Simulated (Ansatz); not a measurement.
**Ni: searching below the plain SCF**

Aim: test whether Ni has a self-consistent state below the best one that plain SCF starts reached, by the runs listed below. System: Ni, its experimental structure (space group Fm-3m, primitive cell doubled); the cell holds 2 atoms. Source: COD entry 9012985, which need not be the ambient phase.

Program: Ansatz 0.2.0. Level of theory: DFT LDA, PAW, plane waves, scalar-relativistic. These are calculated values, not measurements.

### Step 1. The structure to begin with

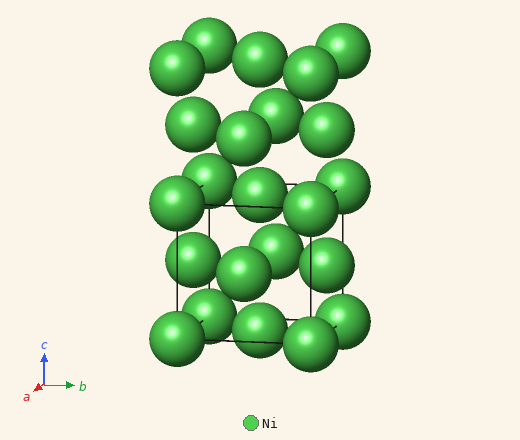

Start, viewed slightly off an axis; nickel green. 1×1×2 cells are drawn. Atoms on the faces are drawn again on the opposite ones. The cell drawn here is the conventional one.

Structure file:

```
Ni
1.0
     0.00000   -1.76750   -1.76750
    -3.53500   -1.76750   -1.76750
     0.00000    1.76750   -1.76750
Ni
2
Cartesian
  0.0000 0.0000 0.0000
  -1.7675 0.0000 -1.7675
```

Labels such as Ni2 number the atoms in the order of the input file.

Known so far: 9 plain starts ended in 2 states. The lowest came from “parallel moments, Broyden mixing, no switch to direct minimisation [Ni1 2.00, Ni2 2.00 μB]”: ferromagnetic, site moments Ni1 0.64, Ni2 0.64 μB, total 1.23 μB per cell, no gap on the k-mesh, free energy -11546.6796 eV.

Runs to come: parallel moments, default search for lower states; opposed moments +-, default search for lower states; the moments typed in its input, symmetry off, plain SCF; the moments typed in its input, standard search for lower states.

“Plain SCF” means no search for lower states. The default search lets the program follow hints of a lower state (another filling of open shells, a soft direction), where it sees any. The standard and full searches may also try other magnetic orders and fillings, and need not reach the lowest state. With a search on, the program may also reshape the start on open shells. 

The total moment includes the space between the atomic spheres.

### Step 2. Parallel moments, default search for lower states

input.yaml

```yaml
crystal:
  lattice:
    - [0.0, -1.7675, -1.7675]
    - [-3.535, -1.7675, -1.7675]
    - [0.0, 1.7675, -1.7675]
  atoms:
    - { symbol: Ni, position: [0.0, 0.0, 0.0], spin: 2.0 }
    - { symbol: Ni, position: [0.0, 0.5, 0.5], spin: 2.0 }
magnetization:
  spin_polarized: true
hamiltonian:
  xc: lda
  pseudopotentials: { kind: paw }
basis:
  ecutwfc: 420
kpoints:
  mp_grid: { grid: [12, 7, 10] }
scf:
  occupations: { method: fermi_dirac, width: 0.1 }
output:
  forces: true
  stress: true
```

Standard output, shortened:

```text
Warning: crystal.symmetry: narrowed to the stabiliser of the k-point mesh — unitary ops 32 → 8; excluded 24 operations that carry a point of the 12×7×10 mesh (shift [0, 0, 0]) off the mesh (the run samples exactly the mesh kpoints.mp_grid names, as under crystal.symmetry.detect: false, [...]
Pseudopotentials: kind: paw
Pseudopotential: Ni, paw, valence charge 18, recommended cutoff 420 eV (normal), Ni.paw.azcp
Functional definition: SPW92
[...]
Crystal: 2 atoms, lattice volume = 22.087 Å³
Basis set: ecut = 420 eV, 403 PW (Γ)
Bands: 24, of which v1, the nominal top of the filled ones, is band 18 counted from 1 (17 counted from 0)
Symmetry: 8 space group operations
k-points: 258 of 840
[...]
Starting moments: Σ|m| = 4 μB on 2 of 2 sites
[...]
SCF iter   1: F=—  HF=-11545.686089 eV  |F-HF|=—  |Δ(HF+E_count)|=         —  Δρ=1.87e-1 (↑1.87e-1 ↓8.69e-2)  dr2=1.64e0  dr2_m=3.65e0  M=1.780 μB ∫|m|=1.892 μB  β_m=0.30  ethr=3.10e-3  ⟨swp⟩=4.8  Hψ=44302  notcnv=0
[...]
SCF iter  10: F=-11546.679642 eV  HF=-11546.679642 eV  |F-HF|=3.09e-11  |Δ(HF+E_count)|=  1.44e-10  Δρ=2.50e-7 (↑2.20e-7 ↓2.50e-7)  dr2=2.34e-11  dr2_m=7.24e-13  M=1.232 μB ∫|m|=1.359 μB  ethr=4.06e-12  ⟨swp⟩=1.5  Hψ=36203  notcnv=0
[...]
SCF converged after 10 iterations
Magnetization: 1.2319 μB (18.6159 up, 17.3841 down)
Absolute magnetization: 1.3608 μB (∫|ρ↑−ρ↓|, with the PAW one-centre terms)
Spin contamination: 0.0091 ħ² per cell (⟨S²⟩ above its minimum at these occupations)
Per-site moments (μB) at R_I (Å): [(0.6439828720588484, 1.0310942694914589), (0.6439828720588481, 1.0310942694914589)]
Free energy (F): -11546.679642 eV
[...]
E sigma→0 (E₀):  -11546.622254 eV
Entropy (-TS):   -0.114775 eV (-57.388 meV/atom)
Fermi energy:    17.361240 eV
[... 25 lines left out: energy terms, forces, stress ...]
```

Wall time 8.6 s (2 threads of an Arm CPU, shared host); peak memory 0.48 GiB.

The run ends in the same state as step 1 (ferromagnetic); it took 10 iterations.

### Step 3. Opposed moments +-, default search for lower states

Edit input.yaml of step 2 so:

```diff
@@ -7,3 +7,3 @@
     - { symbol: Ni, position: [0.0, 0.0, 0.0], spin: 2.0 }
-    - { symbol: Ni, position: [0.0, 0.5, 0.5], spin: 2.0 }
+    - { symbol: Ni, position: [0.0, 0.5, 0.5], spin: -2.0 }
 magnetization:
```

Standard output, shortened:

```text
Warning: crystal.symmetry: narrowed to the stabiliser of the k-point mesh — unitary ops 16 → 4; excluded 12 operations that carry a point of the 12×7×10 mesh (shift [0, 0, 0]) off the mesh (the run samples exactly the mesh kpoints.mp_grid names, as under crystal.symmetry.detect: false, [...]
[... 9 lines as in an earlier run ...]
Symmetry: 4 space group operations
[... 6 lines as in an earlier run ...]
Starting moments: Σ|m| = 4 μB on 2 of 2 sites
[... 2 lines as in an earlier run ...]
spin-down is spin-up translated by (0, 0.5, 0.5): one eigenproblem is solved per k-point and the antiferromagnetic symmetry of the starting moments is kept exactly by this SCF (crystal.symmetry.spin_inversion_symmetry: false solves both channels; [...]
SCF iter   1: F=—  HF=-11546.077708 eV  |F-HF|=—  |Δ(HF+E_count)|=         —  Δρ=2.27e-1 (↑2.27e-1 ↓2.27e-1)  dr2=1.62e0  dr2_m=9.82e0  M=0.000 μB ∫|m|=0.822 μB  β_m=0.30  ethr=3.10e-3  ⟨swp⟩=4.9  Hψ=22483  notcnv=0  defer=57
[...]
Starting moments: Σ|m| = 4 μB on 2 of 2 sites; this step starts from the density that it was given
[...]
SCF iter   2: F=-11546.679642 eV  HF=-11546.679642 eV  |F-HF|=3.64e-11  |Δ(HF+E_count)|=  2.91e-11  Δρ=3.07e-7 (↑2.84e-7 ↓3.07e-7)  dr2=3.85e-11  dr2_m=7.25e-13  M=1.232 μB ∫|m|=1.359 μB  ethr=1.00e-12  ⟨swp⟩=2.6  Hψ=26561  notcnv=0
[...]
the run went on to a lower state, not held to the crystal's whole symmetry: an SCF along what the orbitals of the run's state read of its open shells (or to have them read: on a GPU, or by another smearing), with the run's symmetry operations kept and the antiferromagnet's [...]
WARN: the starting moments were not kept: 1 of 2 ended reversed and 1 kept their direction, counting a site from 0.1 of the cell's largest site moment. The largest reversed, site 1 (counted from 0, in the order of the report's site_moments_mub), started with -2.0 μB and closes at +6.4e-1 [...]
SCF converged after 2 iterations
Magnetization: 1.2319 μB (18.6159 up, 17.3841 down)
Absolute magnetization: 1.3608 μB (∫|ρ↑−ρ↓|, with the PAW one-centre terms)
Spin contamination: 0.0091 ħ² per cell (⟨S²⟩ above its minimum at these occupations)
Per-site moments (μB) at R_I (Å): [(0.6439829082727471, 1.0310942694914589), (0.6439829122915786, 1.0310942694914589)]
Free energy (F): -11546.679642 eV
[...]
E sigma→0 (E₀):  -11546.622254 eV
Entropy (-TS):   -0.114775 eV (-57.388 meV/atom)
Fermi energy:    17.361240 eV
[... 30 lines left out: energy terms, forces, stress, bands ...]
```

Run time: 49 s. Hardware: 2 threads of an Arm CPU, shared host; peak memory 1.1 GiB.

Nothing new: the 19 iterations lead to the state found in step 1 (ferromagnetic).

### Step 4. The moments typed in its input, symmetry off, plain SCF

Edit input.yaml of step 3 so:

```diff
@@ -7,3 +7,4 @@
     - { symbol: Ni, position: [0.0, 0.0, 0.0], spin: 2.0 }
-    - { symbol: Ni, position: [0.0, 0.5, 0.5], spin: -2.0 }
+    - { symbol: Ni, position: [0.0, 0.5, 0.5], spin: 2.0 }
+  symmetry: { detect: false, time_reversal: true }
 magnetization:
@@ -19,2 +20,3 @@
   occupations: { method: fermi_dirac, width: 0.1 }
+  lower_state_search: "off"
 output:
```

Standard output, shortened:

```text
[... 9 lines as in an earlier run ...]
Symmetry: 1 space group operations
k-points: 422 of 840 (time reversal used)
[... 5 lines as in an earlier run ...]
Starting moments: Σ|m| = 4 μB on 2 of 2 sites
[... 2 lines as in an earlier run ...]
[...]
SCF iter   1: F=—  HF=-11546.126559 eV  |F-HF|=—  |Δ(HF+E_count)|=         —  Δρ=1.28e-1 (↑1.28e-1 ↓1.21e-1)  dr2=1.72e-2  dr2_m=3.11e0  M=1.850 μB ∫|m|=2.032 μB  β_m=0.30  ethr=4.75e-5  ⟨swp⟩=1.1  Hψ=99545  notcnv=0
[...]
spin-set hold released at iteration 1 (the charge has settled, or the pull on large starting moments outlasts its swing): the magnetisation degrees of freedom join the quasi-Newton model from the next iteration; the mixer history was flushed
[...]
SCF iter  11: F=-11546.679642 eV  HF=-11546.679642 eV  |F-HF|=6.68e-10  |Δ(HF+E_count)|=   1.79e-9  Δρ=1.88e-6 (↑1.45e-6 ↓1.88e-6)  dr2=7.73e-10  dr2_m=1.00e-10  M=1.232 μB ∫|m|=1.359 μB  ethr=7.05e-11  ⟨swp⟩=2.0  Hψ=59998  notcnv=0
[...]
SCF converged after 11 iterations
Magnetization: 1.2319 μB (18.6159 up, 17.3841 down)
Absolute magnetization: 1.3608 μB (∫|ρ↑−ρ↓|, with the PAW one-centre terms)
Spin contamination: 0.0091 ħ² per cell (⟨S²⟩ above its minimum at these occupations)
Per-site moments (μB) at R_I (Å): [(0.6439854934504105, 1.0310942694914589), (0.6439849338088675, 1.0310942694914589)]
Free energy (F): -11546.679642 eV
[...]
E sigma→0 (E₀):  -11546.622254 eV
Entropy (-TS):   -0.114775 eV (-57.388 meV/atom)
Fermi energy:    17.361253 eV
[... 25 lines left out: energy terms, forces, stress ...]
```

It took 31 s on 2 threads of an Arm CPU, shared host; peak memory 0.64 GiB.

Nothing new: the 11 iterations lead to the state found in step 1 (ferromagnetic).

### Step 5. The moments typed in its input, standard search for lower states

Edit input.yaml of step 4 so:

```diff
@@ -8,3 +8,2 @@
     - { symbol: Ni, position: [0.0, 0.5, 0.5], spin: 2.0 }
-  symmetry: { detect: false, time_reversal: true }
 magnetization:
@@ -20,3 +19,3 @@
   occupations: { method: fermi_dirac, width: 0.1 }
-  lower_state_search: "off"
+  lower_state_search: standard
 output:
```

Standard output, shortened:

```text
[... 1 line as in an earlier run ...]
the run goes by scf.lower_state_search standard: where its kind and settings allow, a search for a lower-energy state can add stability tests and further SCF calculations, which can take several times, in some runs tens of times, as long as the SCF (see the manual's entry of the key); [...]
[... 16 lines as in an earlier run ...]
Starting moments: Σ|m| = 4 μB on 2 of 2 sites
[... 2 lines as in an earlier run ...]
SCF iter   1: F=—  HF=-11545.686089 eV  |F-HF|=—  |Δ(HF+E_count)|=         —  Δρ=1.87e-1 (↑1.87e-1 ↓8.69e-2)  dr2=1.64e0  dr2_m=3.65e0  M=1.780 μB ∫|m|=1.892 μB  β_m=0.30  ethr=3.10e-3  ⟨swp⟩=4.8  Hψ=44302  notcnv=0
[...]
SCF iter  10: F=-11546.679642 eV  HF=-11546.679642 eV  |F-HF|=3.09e-11  |Δ(HF+E_count)|=  1.44e-10  Δρ=2.50e-7 (↑2.20e-7 ↓2.50e-7)  dr2=2.34e-11  dr2_m=7.24e-13  M=1.232 μB ∫|m|=1.359 μB  ethr=4.06e-12  ⟨swp⟩=1.5  Hψ=36203  notcnv=0
[...]
SCF converged after 10 iterations
Magnetization: 1.2319 μB (18.6159 up, 17.3841 down)
Absolute magnetization: 1.3608 μB (∫|ρ↑−ρ↓|, with the PAW one-centre terms)
Spin contamination: 0.0091 ħ² per cell (⟨S²⟩ above its minimum at these occupations)
Per-site moments (μB) at R_I (Å): [(0.6439828720588484, 1.0310942694914589), (0.6439828720588481, 1.0310942694914589)]
Free energy (F): -11546.679642 eV
[...]
E sigma→0 (E₀):  -11546.622254 eV
Entropy (-TS):   -0.114775 eV (-57.388 meV/atom)
Fermi energy:    17.361240 eV
[... 25 lines left out: energy terms, forces, stress ...]
```

Wall time 9.4 s (2 threads of an Arm CPU, shared host); peak memory 0.48 GiB.

The run ends in the same state as step 1 (ferromagnetic); it took 10 iterations.

### Step 6. All ends together

```csv
step,iterations,state,moments of Ni1 Ni2 (μB),total (μB),gap (eV),pressure (GPa),above lowest (meV/atom)
1,15,1,0.64 0.64,1.23,none,-19.0,0.0
2,10,1,0.64 0.64,1.23,none,-19.0,0.0
3,19,1,0.64 0.64,1.23,none,-19.0,0.0
4,11,1,0.64 0.64,1.23,none,-19.0,0.0
5,10,1,0.64 0.64,1.23,none,-19.0,0.0
```

States are numbered from the lowest. Starts by step: 2 parallel moments, default search for lower states; 3 opposed moments +-, default search for lower states; 4 the moments typed in its input, symmetry off, plain SCF; 5 the moments typed in its input, standard search for lower states. Step 1 is the best of the earlier plain starts.

The 4 runs of this session took 98 s in all, from 8.6 s to 49 s each.

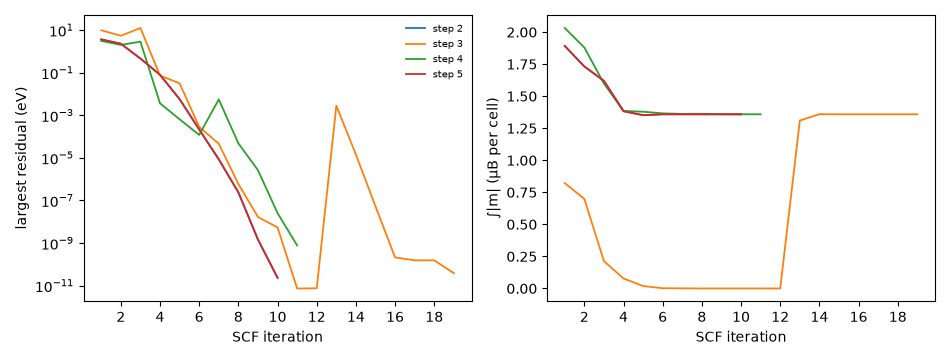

Residual and absolute moment along the iterations.

### Step 7. Summary of results

| quantity | value |
| --- | --- |
| distinct states | 1 from 5 converged runs, the best start of step 1 counted |
| lowest state | ferromagnetic |
| its moments | Ni1 0.64, Ni2 0.64 μB |
| total moment | 1.23 μB per cell |
| gap on the k-mesh | none |
| pressure | -19.0 GPa |
| largest force | 0.000 eV/Å |

**Reading.** Nothing lower turns up: the best plain start stands. The 5 converged runs end in 1 distinct state. These are lowest states among those tried, not proven ground states. The mesh has less symmetry than the lattice, which lowers the symmetry of the run.
